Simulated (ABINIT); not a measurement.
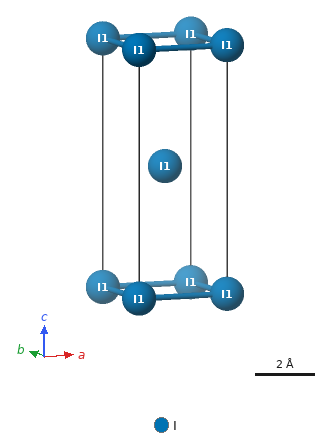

Fig. 1: The structure as given in the input (ball-and-stick view of the cell 2 times as large as that of the calculation, set on its symmetry axes, seen slightly off an axis; atoms are numbered from 1 in the order of the input).

## Geometry relaxation of I (part 1 of 4)

The run: geometry relaxation of I (I4/mmm, 1 atom in the cell). Method and program: Kohn-Sham DFT of a periodic cell, LDA, HGH LDA, no spin polarisation (ABINIT 10.8.3).

The structure derives from a Materials Project entry.

The input:
```
pp_dirpath "./"
pseudos "I.hgh"

acell 3*1.0 Angstrom
rprim
    -1.6174560000     1.6174560000     4.2648080000
     1.6174560000    -1.6174560000     4.2648080000
     1.6174560000     1.6174560000    -4.2648080000
ntypat 1
znucl 53
natom 1
typat 1
chkprim 0
chksymtnons 0
tolsym 1.0e-6
xred
            0.0            0.0            0.0

ecut 18.0
ecutsm 0.5

kptopt 1
ngkpt 8 8 8
nshiftk 1
shiftk 0.0 0.0 0.0

ixc 7

nband 8
occopt 3
tsmear 0.05 eV

nstep 80
tolvrs 1.0e-12

iomode 3
prteig 0
prtebands 0
prtwf 0
prtden 0

ionmov 2
optcell 2
ntime 50
tolmxf 2.0e-5
dilatmx 1.08
```

Hardware: 1 thread of Arm Neoverse V1, 24 GiB of memory available, shared host.

Launched with:
```bash
abinit run.abi > log 2>&1
```

Output:
```
.Version 10.8.3 of ABINIT
 Symmetries : space group I4/m m m (#139); Bravais tI (body-center tetrag.)
================================================================================
 Values of the parameters that define the memory need of the present run
     intxc =       0    ionmov =       2      iscf =       7    lmnmax =       6
     lnmax =       6     mgfft =      40  mpssoang =       3    mqgrid =    3001
     natom =       1  nloc_mem =       1    nspden =       1   nspinor =       1
    nsppol =       1      nsym =      16    n1xccc =       0    ntypat =       1
    occopt =       3   xclevel =       1
       mpw =        1398          nfft =       64000          nkpt =          59
================================================================================
================================================================================

--------------------------------------------------------------------------------
------------- Echo of variables that govern the present computation ------------
--------------------------------------------------------------------------------
 -outvars: echo values of preprocessed input variables --------
            acell      1.8897261259E+00  1.8897261259E+00  1.8897261259E+00 Bohr
              amu      1.26904470E+02
          chkprim           0
      chksymtnons           0
          dilatmx      1.08000000E+00
             ecut      1.80000000E+01 Hartree
           ecutsm      5.00000000E-01 Hartree
           ionmov           2
                       outvar_i_n : Printing only first  50 k-points.
              ixc           7
                       outvar_i_n : Printing only first  50 k-points.
         kptrlatt        8    0    0      0    8    0      0    0    8
          kptrlen      4.89047818E+01
            natom           1
            nband           8
            ngfft          40      40      40
             nkpt          59
            nstep          80
             nsym          16
            ntime          50
           ntypat           1
                       prtocc : prtvol=0, do not print more k-points.
           occopt           3
          optcell           2
           prtden           0
        prtebands           0
           prteig           0
            prtwf           0
            rprim     -1.6174560000E+00  1.6174560000E+00  4.2648080000E+00
                       1.6174560000E+00 -1.6174560000E+00  4.2648080000E+00
                       1.6174560000E+00  1.6174560000E+00 -4.2648080000E+00
          spgroup         139
           tolmxf      2.00000000E-05
           tolsym      1.00000000E-06
           tolvrs      1.00000000E-12
           tsmear      1.83746611E-03 Hartree
            typat      1
                       outvars : Printing only first  50 k-points.
            znucl       53.00000

================================================================================

 chkinp: Checking input parameters for consistency.

================================================================================
== DATASET  1 ==================================================================

--- !DatasetInfo
iteration_state: {dtset: 1, }
dimensions: {natom: 1, nkpt: 59, mband: 8, nsppol: 1, nspinor: 1, nspden: 1, mpw: 1398, }
cutoff_energies: {ecut:  18.0, pawecutdg:  -1.0, }
electrons: {nelect:   7.00000000E+00, charge:   0.00000000E+00, occopt:   3.00000000E+00, tsmear:   1.83746611E-03, }
meta: {optdriver: 0, ionmov: 2, optcell: 2, iscf: 7, paral_kgb: 0, }
...

 Exchange-correlation functional for the present dataset will be:
  LDA: Perdew-Wang 92 LSD fit to Ceperley-Alder data - ixc=7
  J.P.Perdew and Y.Wang, PRB 45, 13244 (1992)

 Real(R)+Recip(G) space primitive vectors, cartesian coordinates (Bohr,Bohr^-1):
 R(1)= -3.0565489  3.0565489  8.0593191  G(1)=  0.0000000  0.1635832  0.0620400
 R(2)=  3.0565489 -3.0565489  8.0593191  G(2)=  0.1635832  0.0000000  0.0620400
 R(3)=  3.0565489  3.0565489 -8.0593191  G(3)=  0.1635832  0.1635832  0.0000000
 Unit cell volume ucvol=  3.0117646E+02 bohr^3
 Angles (23,13,12)=  1.40949950E+02  1.40949950E+02  5.64137357E+01 degrees

 getcut: wavevector=  0.0000  0.0000  0.0000  ngfft=  40  40  40
         ecut(hartree)=     20.995   => boxcut(ratio)=   2.12346

--- Pseudopotential description ------------------------------------------------
- pspini: atom type   1  psp file is ./I.hgh
  53.00000   7.00000     10605                znucl, zion, pspdat
    3    1    2    0      2001   0.00000      pspcod,pspxc,lmax,lloc,mmax,r2well

 pspatm : COMMENT -
  the projectors are not normalized,
  so that the KB energies are not consistent with
  definition in PRB44, 8503 (1991).
  However, this does not influence the results obtained hereafter.

   3.80420238E+02                                ecore*ucvol(ha*bohr**3)
--------------------------------------------------------------------------------

================================================================================

=== [ionmov= 2] Broyden-Fletcher-Goldfarb-Shanno method (forces)
================================================================================

--- Iteration: ( 1/50) Internal Cycle: (1/1)
--------------------------------------------------------------------------------

---SELF-CONSISTENT-FIELD CONVERGENCE--------------------------------------------

--- !BeginCycle
iteration_state: {dtset: 1, itime: 1, icycle: 1, }
solver: {iscf: 7, nstep: 80, nline: 4, wfoptalg: 0, }
tolerances: {tolvrs: 1.00E-12, }
...

     iter   Etot(hartree)      deltaE(h)  residm     vres2
 ETOT  1  -11.534508677464    -1.153E+01 1.141E-01 1.484E+01
 ETOT  2  -11.539926417781    -5.418E-03 4.481E-03 9.107E-01
 ETOT  3  -11.539962665726    -3.625E-05 1.086E-03 1.262E-01
 ETOT  4  -11.539967719991    -5.054E-06 7.501E-04 5.111E-03
 ETOT  5  -11.539967900970    -1.810E-07 1.065E-03 2.060E-04
 ETOT  6  -11.539967908235    -7.265E-09 8.553E-04 1.122E-06
 ETOT  7  -11.539967908269    -3.433E-11 5.714E-04 6.218E-09
 ETOT  8  -11.539967908270    -9.592E-14 4.916E-04 5.182E-11
 ETOT  9  -11.539967908270    -3.553E-14 2.982E-04 6.131E-13

 At SCF step    9       vres2   =  6.13E-13 < tolvrs=  1.00E-12 =>converged.

 Cartesian components of stress tensor (hartree/bohr^3)
  sigma(1 1)=  8.16042809E-05  sigma(3 2)=  0.00000000E+00
  sigma(2 2)=  8.16042809E-05  sigma(3 1)=  0.00000000E+00
  sigma(3 3)=  3.82488808E-05  sigma(2 1)=  0.00000000E+00

--- !ResultsGS
iteration_state: {dtset: 1, itime: 1, icycle: 1, }
comment   : Summary of ground state results
lattice_vectors:
- [ -3.0565489,   3.0565489,   8.0593191, ]
- [  3.0565489,  -3.0565489,   8.0593191, ]
- [  3.0565489,   3.0565489,  -8.0593191, ]
lattice_lengths: [   9.14536,    9.14536,    9.14536, ]
lattice_angles: [140.950, 140.950,  56.414, ] # degrees, (23, 13, 12)
lattice_volume:   3.0117646E+02
convergence: {deltae: -3.553E-14, res2:  6.131E-13, residm:  2.982E-04, diffor: null, }
etotal    :  -1.15399679E+01
entropy   :   0.00000000E+00
fermie    :  -8.10349826E-02
cartesian_stress_tensor: # hartree/bohr^3
- [  8.16042809E-05,   0.00000000E+00,   0.00000000E+00, ]
- [  0.00000000E+00,   8.16042809E-05,   0.00000000E+00, ]
- [  0.00000000E+00,   0.00000000E+00,   3.82488808E-05, ]
pressure_GPa:  -1.9757E+00
xred      :
- [  0.0000E+00,   0.0000E+00,   0.0000E+00,  I]
cartesian_forces: # hartree/bohr
- [ -0.00000000E+00,  -0.00000000E+00,  -0.00000000E+00, ]
force_length_stats: {min:   0.00000000E+00, max:   0.00000000E+00, mean:   0.00000000E+00, }
...

 Integrated electronic density in atomic spheres:
 ------------------------------------------------
 Atom  Sphere_radius  Integrated_density
    1        2.00000          2.80269216

---OUTPUT-----------------------------------------------------------------------

 Cartesian coordinates (xcart) [bohr]
  0.00000000000000E+00  0.00000000000000E+00  0.00000000000000E+00
 Reduced coordinates (xred)
  0.00000000000000E+00  0.00000000000000E+00  0.00000000000000E+00
 Cartesian forces (fcart) [Ha/bohr]; max,rms= 0.00000E+00 0.00000E+00 (free atoms)
 -0.00000000000000E+00 -0.00000000000000E+00 -0.00000000000000E+00
 Gradient of E wrt nuclear positions in reduced coordinates (gred)
 -0.00000000000000E+00 -0.00000000000000E+00 -0.00000000000000E+00
 Scale of Primitive Cell (acell) [bohr]
  1.88972612590778E+00  1.88972612590778E+00  1.88972612590778E+00
 Real space primitive translations (rprimd) [bohr]
 -3.05654886070630E+00  3.05654886070630E+00  8.05931909958052E+00
  3.05654886070630E+00 -3.05654886070630E+00  8.05931909958052E+00
  3.05654886070630E+00  3.05654886070630E+00 -8.05931909958052E+00
 Unitary Cell Volume (ucvol) [Bohr^3]=  3.01176462613417E+02
 Angles (23,13,12)= [degrees]
  1.40949949721590E+02  1.40949949721590E+02  5.64137357150644E+01
 Lengths [Bohr]
  9.14535981930909E+00  9.14535981930909E+00  9.14535981930909E+00
 Stress tensor in cartesian coordinates (strten) [Ha/bohr^3]
  8.16042808864268E-05  0.00000000000000E+00  0.00000000000000E+00
  0.00000000000000E+00  8.16042808864199E-05  0.00000000000000E+00
  0.00000000000000E+00  0.00000000000000E+00  3.82488807962799E-05
 Total energy (etotal) [Ha]= -1.15399679082696E+01

--- Iteration: ( 2/50) Internal Cycle: (1/1)
--------------------------------------------------------------------------------

---SELF-CONSISTENT-FIELD CONVERGENCE--------------------------------------------

--- !BeginCycle
iteration_state: {dtset: 1, itime: 2, icycle: 1, }
solver: {iscf: 7, nstep: 80, nline: 4, wfoptalg: 0, }
tolerances: {tolvrs: 1.00E-12, }
...

     iter   Etot(hartree)      deltaE(h)  residm     vres2
 ETOT  1  -11.540081009037    -1.154E+01 5.597E-03 2.893E-01
 ETOT  2  -11.540093515083    -1.251E-05 1.242E-03 4.883E-02
 ETOT  3  -11.540095406159    -1.891E-06 2.850E-04 1.279E-03
 ETOT  4  -11.540095444276    -3.812E-08 2.578E-04 7.231E-06
 ETOT  5  -11.540095444542    -2.665E-10 7.134E-05 9.117E-08
 ETOT  6  -11.540095444546    -3.972E-12 5.947E-05 2.279E-10
 ETOT  7  -11.540095444546     1.084E-13 6.508E-05 2.734E-12
 ETOT  8  -11.540095444546     7.994E-14 2.835E-05 4.675E-14

 At SCF step    8       vres2   =  4.68E-14 < tolvrs=  1.00E-12 =>converged.

 Cartesian components of stress tensor (hartree/bohr^3)
  sigma(1 1)=  7.36391912E-05  sigma(3 2)=  0.00000000E+00
  sigma(2 2)=  7.36391912E-05  sigma(3 1)=  0.00000000E+00
  sigma(3 3)=  3.85344359E-05  sigma(2 1)=  0.00000000E+00

--- !ResultsGS
iteration_state: {dtset: 1, itime: 2, icycle: 1, }
comment   : Summary of ground state results
lattice_vectors:
- [ -3.0490660,   3.0490660,   8.0500713, ]
- [  3.0490660,  -3.0490660,   8.0500713, ]
- [  3.0490660,   3.0490660,  -8.0500713, ]
lattice_lengths: [   9.13221,    9.13221,    9.13221, ]
lattice_angles: [140.991, 140.991,  56.352, ] # degrees, (23, 13, 12)
lattice_volume:   2.9935973E+02
convergence: {deltae:  7.994E-14, res2:  4.675E-14, residm:  2.835E-05, diffor: null, }
etotal    :  -1.15400954E+01
entropy   :   0.00000000E+00
fermie    :  -7.94466034E-02
cartesian_stress_tensor: # hartree/bohr^3
- [  7.36391912E-05,   0.00000000E+00,   0.00000000E+00, ]
- [  0.00000000E+00,   7.36391912E-05,   0.00000000E+00, ]
- [  0.00000000E+00,   0.00000000E+00,   3.85344359E-05, ]
pressure_GPa:  -1.8223E+00
xred      :
- [  0.0000E+00,   0.0000E+00,   0.0000E+00,  I]
cartesian_forces: # hartree/bohr
- [ -0.00000000E+00,  -0.00000000E+00,  -0.00000000E+00, ]
force_length_stats: {min:   0.00000000E+00, max:   0.00000000E+00, mean:   0.00000000E+00, }
...

 Integrated electronic density in atomic spheres:
 ------------------------------------------------
 Atom  Sphere_radius  Integrated_density
    1        2.00000          2.81407112

---OUTPUT-----------------------------------------------------------------------

 Cartesian coordinates (xcart) [bohr]
  0.00000000000000E+00  0.00000000000000E+00  0.00000000000000E+00
 Reduced coordinates (xred)
  0.00000000000000E+00  0.00000000000000E+00  0.00000000000000E+00
 Cartesian forces (fcart) [Ha/bohr]; max,rms= 0.00000E+00 0.00000E+00 (free atoms)
 -0.00000000000000E+00 -0.00000000000000E+00 -0.00000000000000E+00
 Gradient of E wrt nuclear positions in reduced coordinates (gred)
 -0.00000000000000E+00 -0.00000000000000E+00 -0.00000000000000E+00
 Scale of Primitive Cell (acell) [bohr]
  9.13220977365219E+00  9.13220977365219E+00  9.13220977365219E+00
 Real space primitive translations (rprimd) [bohr]
 -3.04906603655313E+00  3.04906603655313E+00  8.05007130151435E+00
  3.04906603655313E+00 -3.04906603655313E+00  8.05007130151435E+00
  3.04906603655313E+00  3.04906603655313E+00 -8.05007130151435E+00
 Unitary Cell Volume (ucvol) [Bohr^3]=  2.99359730492159E+02
 Angles (23,13,12)= [degrees]
  1.40991057488971E+02  1.40991057488971E+02  5.63515651065549E+01
 Lengths [Bohr]
  9.13220977365219E+00  9.13220977365219E+00  9.13220977365219E+00
 Stress tensor in cartesian coordinates (strten) [Ha/bohr^3]
  7.36391912226119E-05  0.00000000000000E+00  0.00000000000000E+00
  0.00000000000000E+00  7.36391912226162E-05  0.00000000000000E+00
  0.00000000000000E+00  0.00000000000000E+00  3.85344359320559E-05
 Total energy (etotal) [Ha]= -1.15400954445459E+01

 Difference of energy with previous step (new-old):
           Absolute (Ha)=-1.27536E-04
           Relative     =-1.10516E-05

--- Iteration: ( 3/50) Internal Cycle: (1/1)
--------------------------------------------------------------------------------

---SELF-CONSISTENT-FIELD CONVERGENCE--------------------------------------------
```
